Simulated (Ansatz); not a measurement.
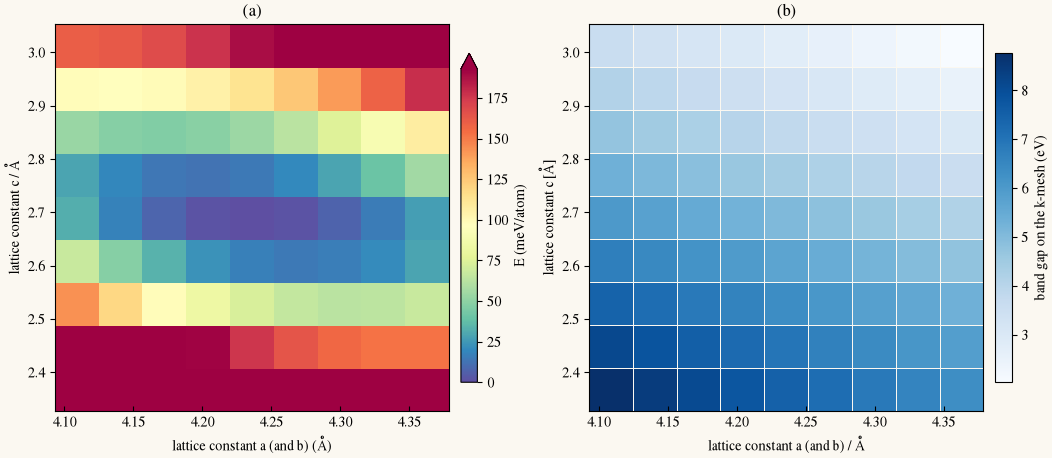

SiO₂ (P4_2/mnm, No. 136; 6 atoms in the cell). The energy is mapped over the lattice constants a and c of the conventional cell. The first coordinate is: lattice constant a (and b); the second: lattice constant c. Nothing is relaxed (fractional coordinates fixed). The grid has 9 × 9 points. Energies are in meV/atom, from the lowest grid point. Computed with Ansatz, DFT PBE, scalar-relativistic, plane waves, PAW. Settings: cutoff 520 eV, k-mesh 6×6×8 in the order of the run's cell vectors, gaussian smearing 0.05 eV, no spin polarisation.

Panel (a) is the energy and panel (b) the computed band gap on the k-mesh on the same grid.

In the figure: one coloured cell a grid point, one colour for all values above the top of the scale.

### How does the band gap on the k-mesh vary over the map, and what is it at the lowest grid point?

It runs from 2.0 eV at lattice constant a (and b) = 4.363 Å, lattice constant c = 3.013 Å to 8.8 eV at lattice constant a (and b) = 4.109 Å, lattice constant c = 2.367 Å. At the lowest grid point, lattice constant a (and b) = 4.236 Å, lattice constant c = 2.690 Å, it is 5.1 eV.

```
lattice constant c ↓, lattice constant a (and b) →  4.109  4.141  4.172  4.204  4.236  4.268  4.299  4.331  4.363
                                             3.013    3.6    3.4    3.2    3.0    2.8    2.6    2.4    2.2    2.0
                                             2.932    4.1    3.9    3.7    3.5    3.3    3.1    2.9    2.7    2.5
                                             2.851    4.7    4.5    4.3    4.0    3.8    3.6    3.4    3.2    3.0
                                             2.771    5.3    5.1    4.9    4.6    4.4    4.2    4.0    3.8    3.6
                                             2.690    6.0    5.8    5.5    5.3    5.1    4.8    4.6    4.4    4.2
                                             2.609    6.7    6.5    6.2    5.9    5.7    5.5    5.2    5.0    4.8
                                             2.528    7.4    7.2    6.9    6.6    6.3    6.1    5.8    5.6    5.3
                                             2.448    8.1    7.8    7.5    7.2    7.0    6.7    6.4    6.1    5.9
                                             2.367    8.8    8.4    8.1    7.8    7.5    7.2    6.9    6.6    6.3
```

PAW datasets: the set soft_1.
